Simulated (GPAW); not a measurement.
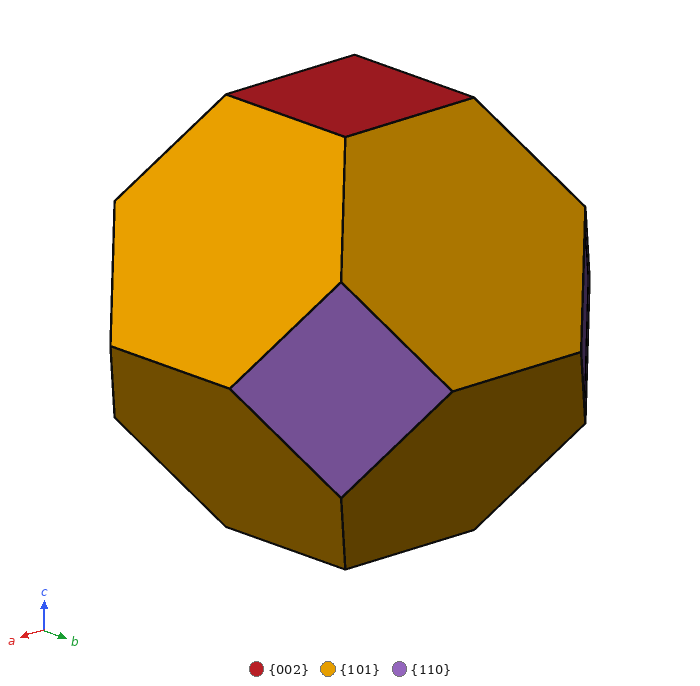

HfO₂, space group P4_2/nmc (No. 137), a = 3.558 Å, b = 3.558 Å, c = 5.172 Å, α = 90.00°, β = 90.00°, γ = 90.00°. The shape was computed with the Donnay–Harker form of the Bravais–Friedel law: planes with larger spacing d grow more slowly and so show as larger faces; centring, glide planes and screw axes halve or divide d. Source: a cell listed in the Materials Project, as set up for an electronic-structure calculation. Forms under 0.4 % of the area are left out.

Describe the habit.

Answer. It is roughly equant (blocky). Widths along a, b and c stand as 1.00 : 1.00 : 0.93.

Which form makes up most of the surface, and how much?

Answer. {101}, with 8 faces and about 78 % of the area; its spacing is d = 2.931 Å.

How many faces does the whole crystal have, by form?

Answer. 14 faces: 8 of {101}, 4 of {110} and 2 of {002}.
